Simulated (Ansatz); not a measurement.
**Energy of PbS along an even scaling of the cell**

System: PbS (Cmcm, 4 atoms in the cell).
Method: Kohn-Sham DFT of a periodic cell, PBE, all-electron LAPW, scalar-relativistic, no spin polarisation (Ansatz 0.2.0).

The 7 runs differ only in the geometry, by an even scaling of the cell at fixed fractional positions. The structure derives from a Materials Project entry.

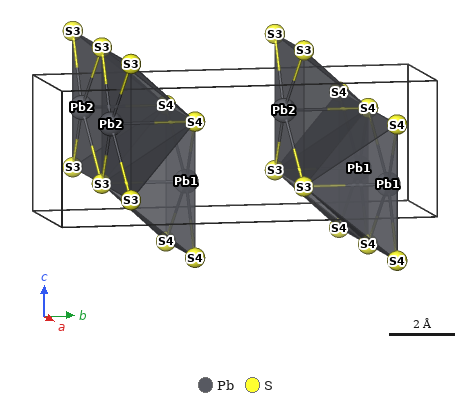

Figure 1. The structure of run 4 (polyhedral view of the cell 2 times as large as that of the calculation, set on its symmetry axes, seen slightly off an axis; polyhedra are completed across the faces of the cell; atoms are numbered from 1 in the order of the input).

### Input of run 4
```yaml
crystal:
  lattice:
    - [2.079952695, -5.991296865, 0.0]
    - [2.079952695, 5.991296865, 0.0]
    - [0.0, 0.0, 4.27932094]
  atoms:
    - { symbol: Pb, position: [0.13056335, 0.86943665, 0.25] }
    - { symbol: Pb, position: [0.86943665, 0.13056335, 0.75] }
    - { symbol: S, position: [0.35479709, 0.64520291, 0.25] }
    - { symbol: S, position: [0.64520291, 0.35479709, 0.75] }
kpoints:
  mp_grid: { grid: [7, 7, 6] }
scf:
  occupations: { method: fermi_dirac, width: 0.05 }
hamiltonian:
  xc: pbe
  pseudopotentials: { kind: all_electron, lapw: { basis_error: 0.001 } }
output:
  forces: true
  stress: true
  eigenvalues: true
```

Command:
```bash
ansatz run input.yaml --threads 2 --pin off --max-ram 6144MiB --backend cpu --events-out ev --progress --plain --runs-dir out
```

Run 5 differs from it as follows:
```diff
-    - [2.079952695, -5.991296865, 0.0]
-    - [2.079952695, 5.991296865, 0.0]
-    - [0.0, 0.0, 4.27932094]
+    - [2.0937276176, -6.030975484, 0.0]
+    - [2.0937276176, 6.030975484, 0.0]
+    - [0.0, 0.0, 4.3076616397]
```

### Results, with one run withheld

| run | volume per atom (Å³) | free energy per atom, from the lowest run given (meV) | pressure (GPa) | gap on the mesh (eV) |
| --- | --- | --- | --- | --- |
| 1 | 25.064 | 29.46 | 4.98 | 1.11 |
| 2 | 25.597 | 15.34 | 3.54 | 1.16 |
| 3 | 26.130 | 5.77 | 2.24 | 1.21 |
| 4 | 26.664 | 0.29 | 1.07 | 1.25 |
| 5 | 27.197 | ? | ? | ? |
| 6 | 27.730 | 0.00 | −0.92 | 1.32 |
| 7 | 28.263 | 4.50 | −1.77 | 1.34 |

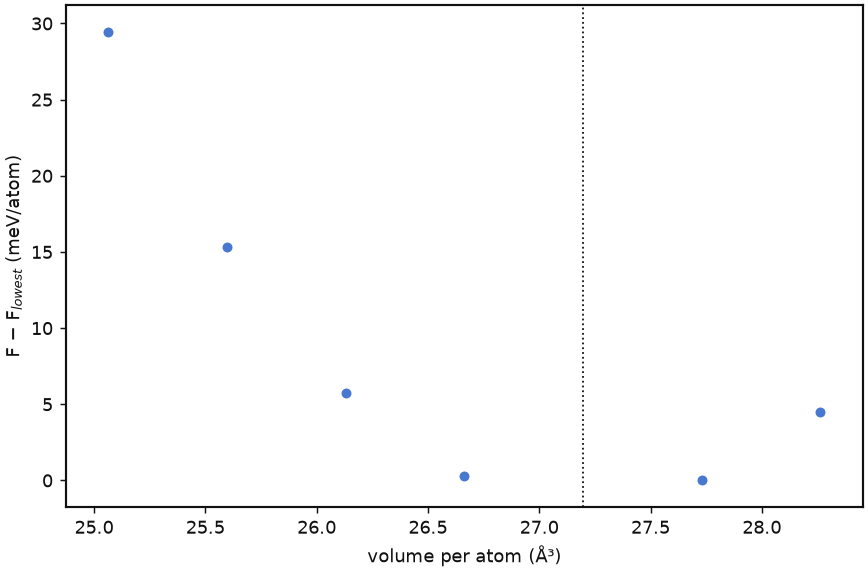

Figure 2. Free energy per atom of the runs given; the dotted line marks run 5.

Fit the runs given and predict run 5.

A cubic polynomial in V^(−2/3) (the Birch–Murnaghan form), fitted to the 6 runs given, misses them by under 0.01 meV per atom. With x = V^(−2/3) − 0.11241 Å⁻², it reads F = 1.2712 + 2977.2 x + 7.9875e+05 x² + 1.308e+06 x³ (meV per atom). At run 5 it gives −1.51 meV per atom, and the run itself gives −1.52. The slope of the fit gives a pressure −dF/dV of 0.02 GPa there, and the run prints 0.02 GPa. The fit has its minimum at 27.210 Å³ per atom, where V d²F/dV² gives 50.6 GPa. Cell shape and fractional positions are held, so this is the stiffness under even scaling; the relaxed bulk modulus wasn't computed and can be far lower in a crystal of layers, chains or molecules like this one. The gap on the mesh goes, without turning, from 1.11 eV in run 1 to 1.34 eV in run 7; run 5 has 1.29 eV. These are gaps of this functional on this mesh, which can miss the band edges; they aren't the measured gap.

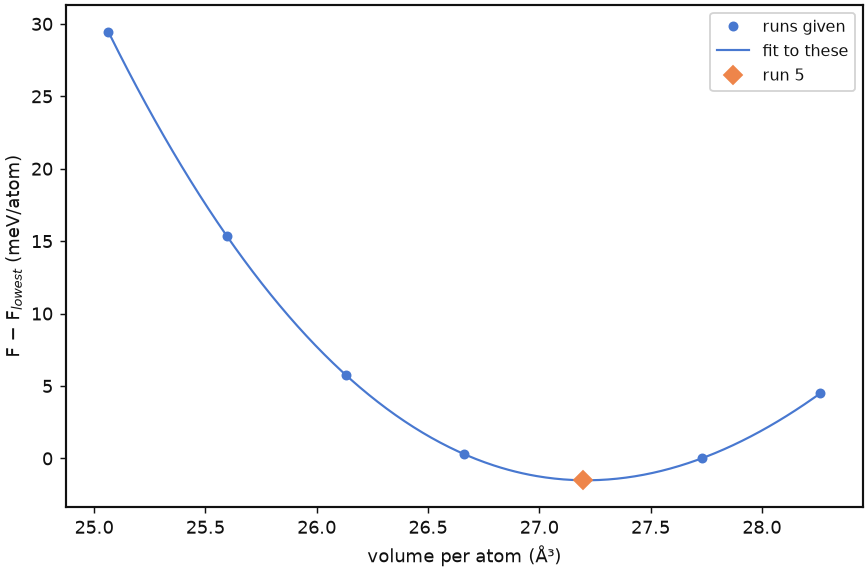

Figure 3. The fit and the withheld run.

### Output, shortened to warnings, some set-up lines, iterations and results (run 5)
```
Basis set: ecut = 215.70364733047546 eV, 789 PW (Γ), FFT grids on a1+a2, a2, a3, exchange–correlation at level 2
Symmetry: 8 space group operations
k-points: 64 of 294
Initial density: superposition of atomic densities (chi_scale 0.1, normalization cell, long waves kept (reshape's long-wave potential 0.01 eV rms))
[...]
SCF iter   1: F=—  HF=-1157861.640324 eV  |F-HF|=—  |Δ(HF+E_count)|=         —  Δρ=3.59e-2  dr2=3.44e0  ethr=3.43e-3  ⟨swp⟩=2.0  Hψ=23836  notcnv=0
SCF iter   2: F=—  HF=-1157860.594419 eV  |F-HF|=—  |Δ(HF+E_count)|=    1.05e0  Δρ=1.11e-2  dr2=2.56e-1  ethr=2.57e-4  ⟨swp⟩=2.0  Hψ=19395  notcnv=0  defer=1
SCF iter   3: F=—  HF=-1157860.575052 eV  |F-HF|=—  |Δ(HF+E_count)|=         —  Δρ=6.28e-3  dr2=8.17e-2  ethr=2.56e-4  ⟨swp⟩=2.0  Hψ=11239  notcnv=0
SCF iter   4: F=—  HF=-1157860.583468 eV  |F-HF|=—  |Δ(HF+E_count)|=   8.42e-3  Δρ=1.24e-3  dr2=2.34e-3  ethr=8.17e-5  ⟨swp⟩=2.0  Hψ=11945  notcnv=0
SCF iter   5: F=—  HF=-1157860.580475 eV  |F-HF|=—  |Δ(HF+E_count)|=   2.99e-3  Δρ=4.67e-4  dr2=2.08e-4  ethr=2.34e-6  ⟨swp⟩=2.0  Hψ=11308  notcnv=0
SCF iter   6: F=—  HF=-1157860.580701 eV  |F-HF|=—  |Δ(HF+E_count)|=   2.25e-4  Δρ=1.43e-4  dr2=2.19e-5  ethr=2.08e-7  ⟨swp⟩=3.0  Hψ=11835  notcnv=0
SCF iter   7: F=—  HF=-1157860.580741 eV  |F-HF|=—  |Δ(HF+E_count)|=   4.04e-5  Δρ=5.36e-5  dr2=5.60e-6  ethr=2.19e-8  ⟨swp⟩=3.0  Hψ=11941  notcnv=0
SCF iter   8: F=—  HF=-1157860.580744 eV  |F-HF|=—  |Δ(HF+E_count)|=   2.70e-6  Δρ=1.53e-5  dr2=3.29e-7  ethr=5.60e-9  ⟨swp⟩=3.0  Hψ=11882  notcnv=0
SCF iter   9: F=-1157860.580744 eV  HF=-1157860.580744 eV  |F-HF|=3.84e-8  |Δ(HF+E_count)|=   6.44e-7  Δρ=4.28e-6  dr2=2.81e-8  ethr=3.29e-10  ⟨swp⟩=3.0  Hψ=11948  notcnv=0
SCF 1 converged in 9 iterations: F = -1157860.580744 eV  dr2 = 2.81e-8
SCF converged after 9 iterations
Free energy (F): -1157860.580744 eV
Harris-Foulkes:  -1157860.580744 eV  (|F-HF|=3.84e-8)
Internal energy: -1157860.580744 eV  (E = F + TS)
E sigma→0 (E₀):  -1157860.580744 eV
Entropy (-TS):   -0.000000 eV (-0.000 meV/atom)
Fermi energy:    10.749020 eV
--- Per-component energies (eV) ---
  E_band       = -7124.459147
  E_kinetic    = 1331763.130935
  E_xc         = -22556.009474
  E_electrostatic = -2467067.702206  (all electrons and nuclei)
  E_smearing   = -0.000000  (= −TS)
  E_closure    = 0.000000  (closes the sum)
  E_atoms      = -1157843.251586  (free atoms, spherical and without spin; not in F)
  Σ components = -1157860.580744   (vs F -1157860.580744, Δ=0.00e0)
  Basis errors (estimates in eV, not in F): energy 4.9e-4 per atom: plane waves 4.5e-4 (2.5e-4 summed), levels above the bands 3.4e-74, relativity 1.0e-7, radial functions 4.6e-5, core shells 8.6e-8; eigenvalues (radial functions only) 1.5e-5; not estimated: angular momenta, meshes, grids; target …
--- Forces (eV/Å), atoms counted from 1 ---
  atom   1  Pb     0.00000000    -0.04435075     0.00000000
  atom   2  Pb     0.00000000     0.04435075     0.00000000
  atom   3  S      0.00000000    -0.02747722     0.00000000
  atom   4  S      0.00000000     0.02747722     0.00000000
  max |Σ_I F_I| component: 3.47e-18 eV/Å
--- Stress (GPa, compression-positive) ---
       -0.097026       0.000000       0.000000
        0.000000       0.324398       0.000000
        0.000000       0.000000      -0.154933
  P = ⅓ Tr σ = 0.0241 GPa (0.241 kbar)
```

Notes: Spin–orbit coupling is left out, which matters for Pb.
